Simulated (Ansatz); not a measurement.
# Calculations on ZnSe₂

### Relaxation

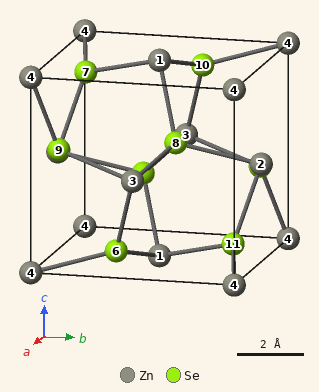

This is the input geometry for a relaxation of solid ZnSe2 (set up in Pbca). The picture is a ball-and-stick view of the cell of the calculation, seen slightly off an axis.

Case: biaxial strain in the a-b plane of +3.0 %; c and atoms relaxed.

Method: DFT PBEsol, scalar-relativistic, plane waves, PAW (Ansatz 0.2.0).

Input file:
```yaml
crystal:
  lattice:
    - [6.426395211, 0.0, 0.0]
    - [0.0, 6.426395211, 0.0]
    - [0.0, 0.0, 6.1269127157]
  atoms:
    - { symbol: Zn, position: [0.5, 0.5, 0.0] }
    - { symbol: Zn, position: [0.5, 0.0, 0.5] }
    - { symbol: Zn, position: [0.0, 0.5, 0.5] }
    - { symbol: Zn, position: [0.0, 0.0, 0.0] }
    - { symbol: Se, position: [0.1094688341, 0.8910214475, 0.3895391657] }
    - { symbol: Se, position: [0.8905311659, 0.3910214475, 0.1104608343] }
    - { symbol: Se, position: [0.3905311659, 0.1089785525, 0.8895391657] }
    - { symbol: Se, position: [0.6094688341, 0.6089785525, 0.6104608343] }
    - { symbol: Se, position: [0.8905311659, 0.1089785525, 0.6104608343] }
    - { symbol: Se, position: [0.1094688341, 0.6089785525, 0.8895391657] }
    - { symbol: Se, position: [0.6094688341, 0.8910214475, 0.1104608343] }
    - { symbol: Se, position: [0.3905311659, 0.3910214475, 0.3895391657] }
basis:
  ecutwfc: 420
kpoints:
  mp_grid: { grid: [6, 6, 6] }
hamiltonian:
  xc: pbesol
scf:
  occupations: { method: gaussian, width: 0.02 }
output:
  forces: true
  stress: true
  eigenvalues: true
relax:
  adjacent_minimum: "off"
  f_tol: 0.008
  max_steps: 40
  cell: { stress_tol: 0.015, fix: [a, b, gamma] }
```

Launched with:
```bash
ansatz run input.yaml --threads 2 --pin off --max-ram 5120MiB --backend cpu --events-out ev --progress --plain --runs-dir out
```

Predict the outcome.

The energy falls by 1.9 meV per atom in 3 accepted moves (4 points after the start). The largest force component goes from 0.11 to 0.0012 eV/Å. Pressure: −2.55 GPa at the start and −1.34 GPa at the end. The SCF was repeated once at an unchanged geometry on a basis and grid sized afresh for the cell, which shifted the energy by 0.1 meV per atom at most. The largest moves relative to the cell, 0.010 Å, are those of 8 atoms (Se5, Se6, Se7, Se8 and others). Se9 goes along [2 −3 2]. Zn stays in place. Cell: a = b unchanged at 6.426 Å, c 6.127 → 6.043 Å (−1.4 %). Volume −1.4 %. Some distances before and after: Zn1–Se12 2.585 → 2.548 Å, Se5–Se9 2.403 → 2.382 Å, Zn1–Se11 2.696 → 2.700 Å. The space group stays Pbca (No. 61). Cost: 4.2 min on 2 threads of Arm Neoverse V2 (shared host), peak memory 1.4 GiB.

After the run, drawn alike:

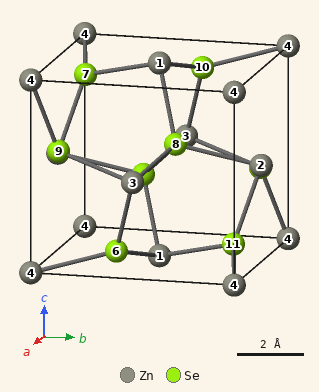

### Relaxation

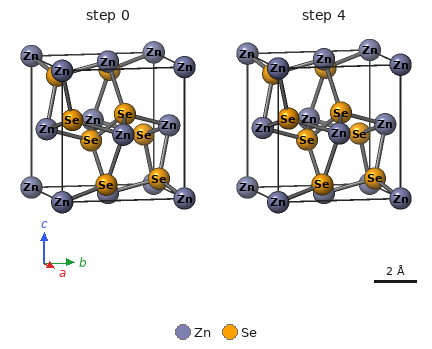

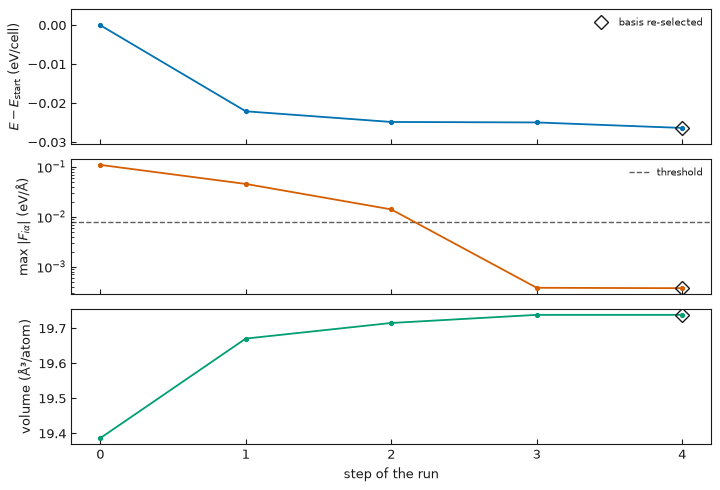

First and last geometry of a relaxation of solid ZnSe₂ (set up in Pbca), with the history of the run. A ball-and-stick model of the cell of the calculation, seen slightly off an axis.

Case: biaxial strain in the a-b plane of -3.0 %; c and atoms relaxed.

Theory: DFT PBEsol, scalar-relativistic, plane waves, PAW in Ansatz 0.2.0. Set-up: plane-wave cutoff 420 eV; k-point mesh 6 × 6 × 6; occupations gaussian; smearing width 0.02 eV; no spin polarisation; cell relaxed at fixed a, b, gamma; force threshold 0.008 eV/Å; at most 40 steps.

Question: Read the history and describe the run.

Answer: It converged. After 3 accepted moves (4 points after the start) the energy has fallen by 26.3 meV per cell of the calculation. Largest force component: 0.11 eV/Å at the start, 0.00037 eV/Å at the end. The pressure goes from 3.73 to 2.24 GPa. At 1 point the geometry stayed and the basis and grid were re-selected for the new cell (energy shift of 1.4 meV per cell of the calculation at most each time). No atom moves by more than 0.005 Å relative to the cell. The drawn cell changes as follows: a = b unchanged at 6.052 Å, c 6.352 → 6.467 Å (+1.8 %); the volume changes by +1.8 %. Some distances before and after: Se–Zn 2.653 → 2.694 Å, Se–Se 2.350 → 2.370 Å, Se–Zn 2.550 → 2.556 Å. The space group stays Pbca (No. 61). The run took 3.8 min on 2 threads of Arm Neoverse V2 (shared host), peak memory 1.3 GiB.

### Series

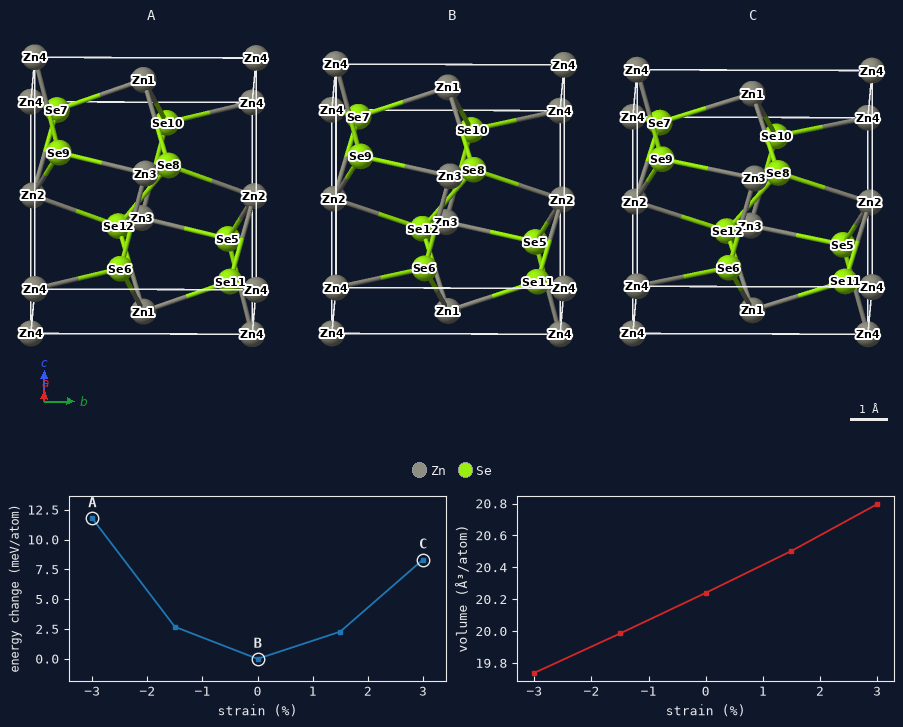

Members of a series of calculations on crystalline ZnSe2 (set up in Pa-3), marked on the first curve. Style: ball-and-stick. Shown: the cell of the calculation, from a free direction.

All numbers below come from DFT PBEsol, scalar-relativistic, plane waves, PAW in Ansatz 0.2.0. Settings: plane-wave cutoff 420 eV; k-point mesh 6 × 6 × 6; occupations gaussian; smearing width 0.02 eV; no spin polarisation.

> Which kind of strain is it, and how does the structure respond?

Biaxial strain in the a–b plane, c and atoms relaxed. A (strain −3.0 %): energy change 11.8 meV/atom, volume 19.74 Å³ per atom. B (strain 0.0 %): energy change 0.0 meV/atom, volume 20.24 Å³ per atom. C (strain 3.0 %): energy change 8.3 meV/atom, volume 20.80 Å³ per atom. The rest compares A with C. The volume changes by +5.4 %, with a = b 6.052 → 6.426 Å (+6.2 %), c 6.467 → 6.043 Å (−6.6 %). Near-neighbour distances before and after: Se–Zn 2.551 → 2.693 to 2.700 Å, Se–Zn 2.694 → 2.548 Å, Se–Se 2.370 → 2.382 Å.
